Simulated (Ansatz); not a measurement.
This input was run:

```
crystal:
  lattice:
    - [4.5526101398, 0.0, 0.0]
    - [-2.2763050699, 3.9426760346, 0.0]
    - [0.0, 0.0, 18.78404785]
  atoms:
    - { symbol: I, position: [0.6666666667, 0.3333333333, 0.3992749625] }
    - { symbol: Pb, position: [0.0, 0.0, 0.5] }
    - { symbol: I, position: [0.3333333333, 0.6666666667, 0.6007250375] }
basis:
  ecutwfc: 420
kpoints:
  mp_grid: { grid: [6, 6, 1] }
hamiltonian:
  xc: pbe
  dispersion: d3bj
scf:
  occupations: { method: gaussian, width: 0.05 }
output:
  forces: true
  stress: true
  eigenvalues: true
efield:
  axis: 3
  dipole_correction: true
  ramp_width: 0.04
```

Run as:
```bash
ansatz run input.yaml --threads 2 --pin off --max-ram 5632MiB --backend cpu --events-out ev --progress --plain --runs-dir out
```

What does the potential across the slab give for the band edges against vacuum?

From the vacuum level at the right face the ionisation potential is 6.34 eV and the electron affinity 3.75 eV; the left face gives the same. The slab's gap, their difference before rounding, is 2.59 eV. The two vacuum levels agree, so the slab has no net dipole along its normal. The outermost atoms are 3.8 Å apart, which leaves 15.0 Å of vacuum in a cell 18.8 Å high.

Spin-orbit coupling is left out, which matters for Pb and I.

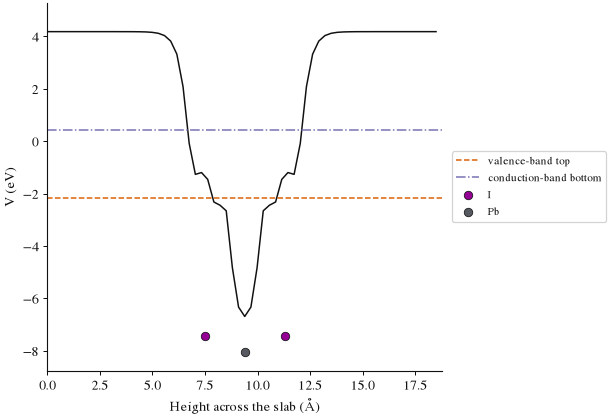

Plane-averaged electrostatic potential energy of an electron across the slab; circles at the bottom mark the heights of the atoms.
